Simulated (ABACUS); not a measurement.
La: geometry relaxation (part 2 of 3)

The same run, continued: La (2 atoms in the cell); Kohn-Sham DFT of a periodic cell, PBE with D3(BJ)+ABC, PseudoDojo NC SR 0.4.1 PBE standard, no spin polarisation (ABACUS 3.10.1); cutoff 1510.23 eV, 6×6×4 k-mesh, fermi-dirac of 0.05 eV. The structure derives from an entry of the Crystallography Open Database. It belongs to a series of runs on one base structure; here: dispersion = D3(BJ)+ABC.

Geometry of the input (Å; fractional positions):
```
3.7500  0.0000  0.0000
-1.8750  3.2476  0.0000
0.0000  0.0000  6.0700
La 0.6667  0.3333  0.7500
La 0.3333  0.6667  0.2500
```

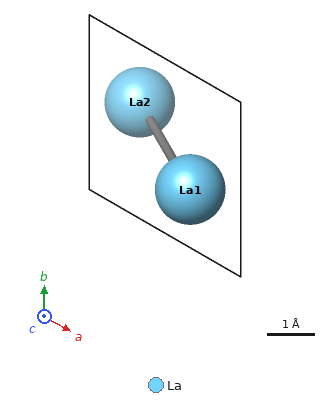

The structure as given in the input (ball-and-stick view of the cell of the calculation, along the c axis; atoms are numbered from 1 in the order of the input).

Log, continued
```
 Density error is 0.0143407118968
                          Error Threshold = 9.74664170766e-05
----------------------------------------------------------
     Energy           Rydberg                 eV
----------------------------------------------------------
 E_KohnSham     -140.4761038290      -1911.2754449141
 E_Harris       -141.0685594555      -1919.3362172461
 E_Fermi        0.8321927493         11.3225632249
----------------------------------------------------------

 PW ALGORITHM --------------- ION=   1  ELEC=   2--------------------------------

 Density error is 0.000205424306924
                          Error Threshold = 6.51850540765e-05
----------------------------------------------------------
     Energy           Rydberg                 eV
----------------------------------------------------------
 E_KohnSham     -140.4787330057      -1911.3112166986
 E_Harris       -140.5000186536      -1911.6008227956
 E_Fermi        0.8243976739         11.2165057831
----------------------------------------------------------

 PW ALGORITHM --------------- ION=   1  ELEC=   3--------------------------------

 Density error is 0.0001501295253
                          Error Threshold = 9.33746849655e-07
----------------------------------------------------------
     Energy           Rydberg                 eV
----------------------------------------------------------
 E_KohnSham     -140.4793935507      -1911.3202038744
 E_Harris       -140.4438141104      -1910.8361207540
 E_Fermi        0.8240492931         11.2117658193
----------------------------------------------------------

 PW ALGORITHM --------------- ION=   1  ELEC=   4--------------------------------

 Density error is 3.69188871031e-05
                          Error Threshold = 6.82406933183e-07
----------------------------------------------------------
     Energy           Rydberg                 eV
----------------------------------------------------------
 E_KohnSham     -140.4794294371      -1911.3206921335
 E_Harris       -140.5084226478      -1911.7151650025
 E_Fermi        0.8250044186         11.2247609677
----------------------------------------------------------

 PW ALGORITHM --------------- ION=   1  ELEC=   5--------------------------------

 Density error is 3.36936461041e-07
                          Error Threshold = 1.67813123196e-07
----------------------------------------------------------
     Energy           Rydberg                 eV
----------------------------------------------------------
 E_KohnSham     -140.4794390044      -1911.3208223028
 E_Harris       -140.4810815935      -1911.3431708743
 E_Fermi        0.8246098449         11.2193925172
----------------------------------------------------------

 PW ALGORITHM --------------- ION=   1  ELEC=   6--------------------------------

 Density error is 1.45320205716e-07
                          Error Threshold = 1.53152936837e-09
----------------------------------------------------------
     Energy           Rydberg                 eV
----------------------------------------------------------
 E_KohnSham     -140.4794410195      -1911.3208497196
 E_Harris       -140.4810726761      -1911.3430495471
 E_Fermi        0.8246052385         11.2193298446
----------------------------------------------------------

 PW ALGORITHM --------------- ION=   1  ELEC=   7--------------------------------

 Density error is 2.2457665747e-09
                          Error Threshold = 6.60546389616e-10
----------------------------------------------------------
     Energy           Rydberg                 eV
----------------------------------------------------------
 E_KohnSham     -140.4794410477      -1911.3208501044
 E_KS(sigma->0) -140.4781090506      -1911.3027273541
 E_Harris       -140.4796286593      -1911.3234026906
 E_band         -6.2798084096        -85.4411767189
 E_one_elec     -10.4111085903       -141.6503993247
 E_Hartree      14.4938342682        197.1987319148
 E_xc           -33.4704038946       -455.3882073278
 E_Ewald        -111.0320924956      -1510.6691188033
 E_entropy(-TS) -0.0026639942        -0.0362455004
 E_descf        0.0000000000         0.0000000000
 E_vdwD3        -0.0570063412        -0.7756110630
 E_exx          0.0000000000         0.0000000000
 E_Fermi        0.8245847214         11.2190506945
----------------------------------------------------------

 charge density convergence is achieved
 final etot is -1911.3208501 eV
 EFERMI = 11.219050695 eV

 STATE ENERGY(eV) AND OCCUPATIONS    NSPIN == 1
[... levels at 6 further k points ...]

------------------------------------------------------------------------------------------
 TOTAL-FORCE (eV/Angstrom)
------------------------------------------------------------------------------------------
                       La1         0.0000000000         0.0000000000         0.0000000000
                       La2         0.0000000000         0.0000000000         0.0000000000
------------------------------------------------------------------------------------------

----------------------------------------------------------------
 TOTAL-STRESS (KBAR)
----------------------------------------------------------------
       -11.8075687849        -0.0000000000         0.0000000000
         0.0000000000       -11.8075687848         0.0000000000
        -0.0000000000         0.0000000000        -9.0939235933
----------------------------------------------------------------
 TOTAL-PRESSURE: -10.903020 KBAR

 Largest gradient in force is 0.000000 eV/A.
 Threshold is 0.005000 eV/A.

 Largest gradient in stress is 11.807569 kbar.
 Threshold is 0.200000 kbar.

 Relaxation is not converged yet!
CARTESIAN COORDINATES ( UNIT =       1.889726124600 Bohr ).
    atom                   x                   y                   z     mag                  vx                  vy                  vz
tauc_La1            1.8494628198        1.0677878566        4.5047457045  0.0000        0.0000000000        0.0000000000        0.0000000000
tauc_La2           -0.0000000002        2.1355757137        1.5015819015  0.0000        0.0000000000        0.0000000000        0.0000000000

                          Volume (Bohr^3) = 480.272202
                             Volume (A^3) = 71.168913

 Lattice vectors: (Cartesian coordinate: in unit of a_0)
            +3.698926           -0.000000           +0.000000
            -1.849463           +3.203364           +0.000000
            +0.000000           -0.000000           +6.006328
 Reciprocal vectors: (Cartesian coordinate: in unit of 2 pi/a_0)
            +0.270349           +0.156086           +0.000000
            +0.000000           +0.312172           +0.000000
            -0.000000           -0.000000           +0.166491

 -------------------------------------------
 STEP OF RELAXATION : 2
 -------------------------------------------

[... set-up of the moved cell ...]

 PW ALGORITHM --------------- ION=   2  ELEC=   1--------------------------------
 Notice: Threshold on eigenvalues was too large.
 hsover_error=0.220000 > DRHO=0.000067
 Origin diag ethr = 0.010000
 New diag ethr = 0.000000

 Density error is 0.000019927096
                          Error Threshold = 0.000000306396
----------------------------------------------------------
     Energy           Rydberg                 eV
----------------------------------------------------------
 E_KohnSham     -140.4802599326      -1911.3319916045
 E_Harris       -140.4952812593      -1911.5363672389
 E_Fermi        0.8607261053         11.7107794500
----------------------------------------------------------

[... 3 further cycles ...]
 PW ALGORITHM --------------- ION=   2  ELEC=   5--------------------------------

 Density error is 0.000000000235
                          Error Threshold = 0.000000000059
----------------------------------------------------------
     Energy           Rydberg                 eV
----------------------------------------------------------
 E_KohnSham     -140.4802723534      -1911.3321605979
 E_KS(sigma->0) -140.4789843243      -1911.3146360631
 E_Harris       -140.4802813311      -1911.3322827457
 E_band         -5.4020363541        -73.4984752192
 E_one_elec     -8.4220008894        -114.5872006568
 E_Hartree      13.9739972276        190.1259861317
 E_xc           -33.5232461092       -456.1071625419
 E_Ewald        -112.4472679394      -1529.9235685085
 E_entropy(-TS) -0.0025760582        -0.0350490695
 E_descf        0.0000000000         0.0000000000
 E_vdwD3        -0.0591785848        -0.8051659528
 E_exx          0.0000000000         0.0000000000
 E_Fermi        0.8604802111         11.7074338872
----------------------------------------------------------

 charge density convergence is achieved
 final etot is -1911.33216059787 eV
 EFERMI = 11.70743388719 eV

 STATE ENERGY(eV) AND OCCUPATIONS    NSPIN == 1
[... levels at 6 further k points ...]

------------------------------------------------------------------------------------------
 TOTAL-FORCE (eV/Angstrom)
------------------------------------------------------------------------------------------
                       La1         0.0000000000         0.0000000000         0.0000000000
                       La2         0.0000000000         0.0000000000         0.0000000000
------------------------------------------------------------------------------------------

----------------------------------------------------------------
 TOTAL-STRESS (KBAR)
----------------------------------------------------------------
        -2.6079391379        -0.0000000000         0.0000000000
         0.0000000000        -2.6079391379        -0.0000000000
         0.0000000000         0.0000000000        -0.5818033354
----------------------------------------------------------------
 TOTAL-PRESSURE: -1.932561 KBAR

 Largest gradient in force is 0.000000 eV/A.
 Threshold is 0.005000 eV/A.

 Largest gradient in stress is 2.607939 kbar.
 Threshold is 0.200000 kbar.

 Relaxation is not converged yet!
CARTESIAN COORDINATES ( UNIT =       1.889726124600 Bohr ).
    atom                   x                   y                   z     mag                  vx                  vy                  vz
tauc_La1            1.8439294941        1.0645931895        4.4943984356  0.0000        0.0000000000        0.0000000000        0.0000000000
tauc_La2           -0.0000000002        2.1291863795        1.4981328119  0.0000        0.0000000000        0.0000000000        0.0000000000

                          Volume (Bohr^3) = 476.306111
                             Volume (A^3) = 70.581199

 Lattice vectors: (Cartesian coordinate: in unit of a_0)
            +3.687859           -0.000000           +0.000000
            -1.843929           +3.193780           -0.000000
            +0.000000           -0.000000           +5.992531
 Reciprocal vectors: (Cartesian coordinate: in unit of 2 pi/a_0)
            +0.271160           +0.156554           +0.000000
            +0.000000           +0.313109           +0.000000
            +0.000000           +0.000000           +0.166874

 -------------------------------------------
 STEP OF RELAXATION : 3
 -------------------------------------------

[... set-up of the moved cell ...]

 PW ALGORITHM --------------- ION=   3  ELEC=   1--------------------------------
 Notice: Threshold on eigenvalues was too large.
 hsover_error=0.220000 > DRHO=0.000027
 Origin diag ethr = 0.010000
 New diag ethr = 0.000000

 Density error is 0.000011277773
                          Error Threshold = 0.000000120598
----------------------------------------------------------
     Energy           Rydberg                 eV
----------------------------------------------------------
 E_KohnSham     -140.4802909419      -1911.3324135079
 E_Harris       -140.4691289505      -1911.1805468235
 E_Fermi        0.8683193270         11.8140905301
----------------------------------------------------------

[... 2 further cycles ...]
 PW ALGORITHM --------------- ION=   3  ELEC=   4--------------------------------
```
